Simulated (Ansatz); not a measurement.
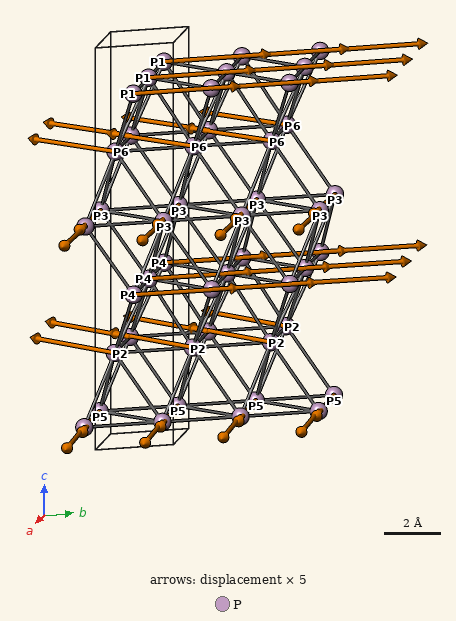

A relaxation of solid P (a generated structure, set up in P3_121) (coarse preliminary run). The starting structure is drawn; orange arrows show the displacements (the part carried along by the change of the cell is left out), 5 times their true length.

The picture is a ball-and-stick view of the cell of the calculation, repeated 2 × 3 × 1 with one cell outlined, seen slightly off an axis.

The calculation used DFT PBE, scalar-relativistic, plane waves, PAW (Ansatz).

Input file:
```yaml
crystal:
  lattice:
    - [2.9859515, 0.0, 0.0]
    - [-1.49297575, 2.58590986, 0.0]
    - [0.0, 0.0, 14.78619851]
  atoms:
    - { symbol: P, position: [0.99218103, 0.68024001, 0.916475] }
    - { symbol: P, position: [0.31975999, 0.31194103, 0.24980833] }
    - { symbol: P, position: [0.68805897, 0.00781897, 0.58314166] }
    - { symbol: P, position: [0.00781897, 0.68805897, 0.41685834] }
    - { symbol: P, position: [0.68024001, 0.99218103, 0.083525] }
    - { symbol: P, position: [0.31194103, 0.31975999, 0.75019167] }
basis:
  ecutwfc: 420
kpoints:
  mp_grid: { grid: [6, 6, 2] }
hamiltonian:
  xc: pbe
scf:
  occupations: { method: gaussian, width: 0.1 }
  lower_state_search: "off"
output:
  forces: true
  stress: true
  eigenvalues: true
relax:
  adjacent_minimum: "off"
  f_tol: 0.04
  max_steps: 70
  cell: { stress_tol: 0.4 }
```

Launched with:
```bash
ansatz run input.yaml --threads 1 --pin off --max-ram 2560MiB --backend cpu --events-out ev --progress --plain --runs-dir out
```

What happened in the run?

Answer. The largest moves relative to the cell, 0.82 Å, are those of P1, P2, P3, P4, P5 and P6. P4 goes along +b. The drawn cell changes as follows: a = b 2.986 → 2.606 Å (−12.7 %), c 14.786 → 14.810 Å (+0.2 %); the volume changes by −23.7 %. Near-neighbour distances that change, for instance: P1–P6 3.024 → 3.594 Å, P1–P5 3.046 → 3.588 Å, P1–P6 (another image) 2.963 → 2.474 Å, P1–P5 (another image) 2.950 → 2.462 Å. The space group (tolerance 0.01 Å) goes from P3_121 (No. 152) to P6/mmm (No. 191). After 12 accepted moves (15 points after the start) the energy has fallen by 629 meV per atom. The largest force component goes from 0.14 to 0.022 eV/Å. The pressure goes from −15.17 to −0.18 GPa. The line search rejected the trial steps at points 9, 11 of the run. The SCF was repeated once at an unchanged geometry on a basis and grid sized afresh for the cell, which shifted the energy by 0.2 meV per atom at most. Cost: 49 s on 1 thread of Arm Neoverse V2 (shared host), peak memory 0.32 GiB.
